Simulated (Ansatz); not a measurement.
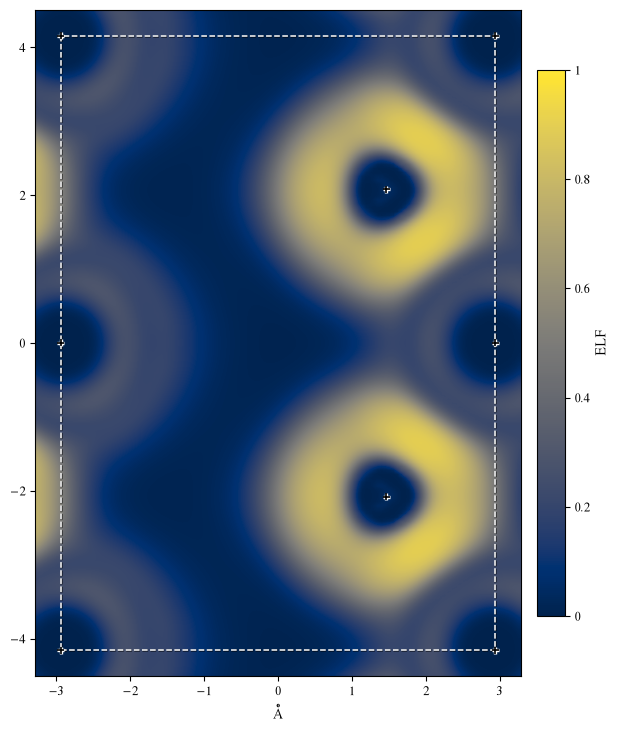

The electron localisation function on a plane through atoms (crosses mark nuclei in the plane).

Theory: Ansatz 0.2.0, DFT PBEsol, scalar-relativistic, plane waves, PAW.

Candidates:
A. TiO, a = 4.96 Å, b = 4.96 Å, c = 2.84 Å, α = 90.00°, β = 90.00°, γ = 120.00°. Space group P-62m; a structure from a database of computed crystals, not necessarily the ambient phase; computed without spin polarisation.
B. ZnS, a = 5.36 Å, b = 5.36 Å, c = 5.36 Å, α = 90.00°, β = 90.00°, γ = 90.00°. Space group F-43m.
C. InP, a = 5.88 Å, b = 5.88 Å, c = 5.88 Å, α = 90.00°, β = 90.00°, γ = 90.00°. Space group F-43m.

Which candidate gave the map?

Answer. Candidate C: InP on the (101) plane of the conventional cell, which holds In and P. In–P (2.55 Å): the ELF peaks at about 0.90 in the valence shell of P, 0.9 Å from its nucleus, and is about 0.55 at the midpoint.
